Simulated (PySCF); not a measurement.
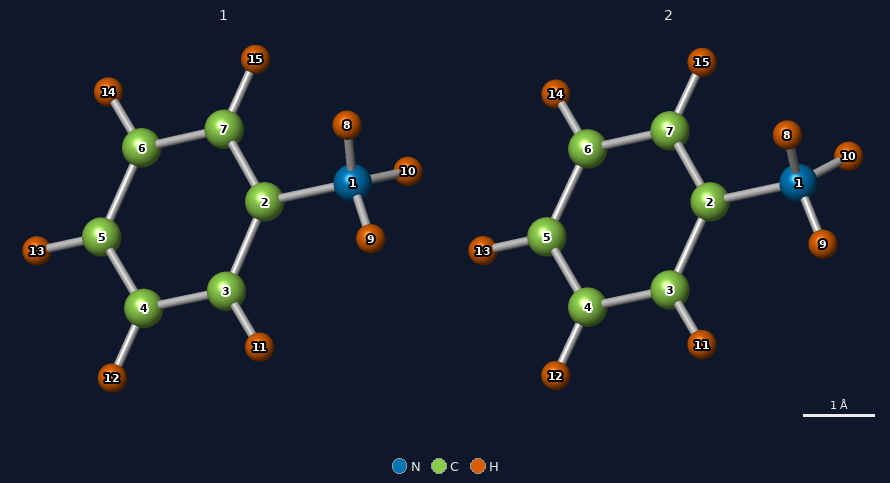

Two geometries of C6H8N (charge +1), drawn at one scale. One is the start of a relaxation, the other its converged end. Style: ball-and-stick. Shown at a tilt.

Computed with PBE0-D3(BJ)/def2-SVP geometry optimisation, gas phase (PySCF 2.14.0, density-fitted response routines). 

Which geometry has the lower energy?

Answer. Structure 1 is the relaxed one. The start comes from GFN2-xTB. H10 moves most after the best rigid fit: 0.22 Å. By element the largest moves are H 0.22 Å, C 0.04 Å, N 0.01 Å. Some distances before and after: C3–H11 1.080 → 1.094 Å, N1–C2 1.488 → 1.477 Å, C5–C6 1.386 → 1.395 Å, C3–C4 1.387 → 1.394 Å. Over 4 geometry steps the energy falls by 3.62 kJ/mol. Cost: 29 s on 1 thread of Intel(R) Xeon(R) 6975P-C (shared host).
